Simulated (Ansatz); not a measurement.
System: CsPbBr3.

Input file:

```
crystal:
  lattice:
    - [6.0317006237, -0.9279539421, -0.9279539421]
    - [-0.9279539421, 6.0317006237, -0.9279539421]
    - [-0.9279539421, -0.9279539421, 6.0317006237]
  atoms:
    - { symbol: Cs, position: [0.0, 0.0, 0.0] }
    - { symbol: Pb, position: [0.5, 0.5, 0.5] }
    - { symbol: Br, position: [0.0, 0.5, 0.5] }
    - { symbol: Br, position: [0.5, 0.0, 0.5] }
    - { symbol: Br, position: [0.5, 0.5, 0.0] }
basis:
  ecutwfc: 420
kpoints:
  mp_grid: { grid: [6, 6, 6] }
hamiltonian:
  xc: pbesol
scf:
  occupations: { method: gaussian, width: 0.05 }
output:
  forces: true
  stress: true
  eigenvalues: true
  write_density: true
  write_potential: true
  elf: true
  volumetric_format: npy
```

Launched as:

```sh
ansatz run input.yaml --threads 1 --pin off --max-ram 2560MiB --backend cpu --events-out ev --progress --plain --runs-dir out
```

Below, planes, directions and counts refer to the conventional cell (a = 9.84 Å, b = 9.84 Å, c = 7.23 Å, α = 90.00°, β = 90.00°, γ = 120.00°).

Space group R-3m.

Computed with Ansatz 0.2.0, DFT PBEsol, scalar-relativistic, plane waves, PAW.

What can the converged valence pseudo-density and electron localisation function tell about the bonding?

Answer. Pb–Br (3.09 Å): ρ is about 0.19 e/Å³ halfway; the ELF is about 0.25 at the midpoint.
Cs–Br (3.73 Å): ρ is about 0.06 e/Å³ halfway; the ELF is about 0.05 at the midpoint; an ionic contact with no shared pair.

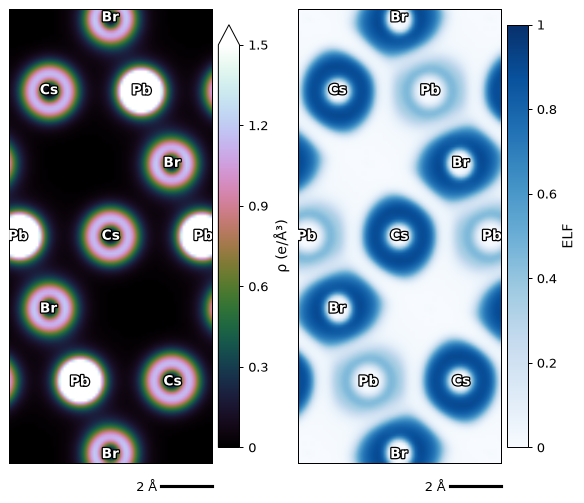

Computed valence pseudo-density and electron localisation function on the (110) plane of the conventional cell, in this order. 

The density is the valence pseudo-density of a PAW calculation; it isn't the true density close to the nuclei.
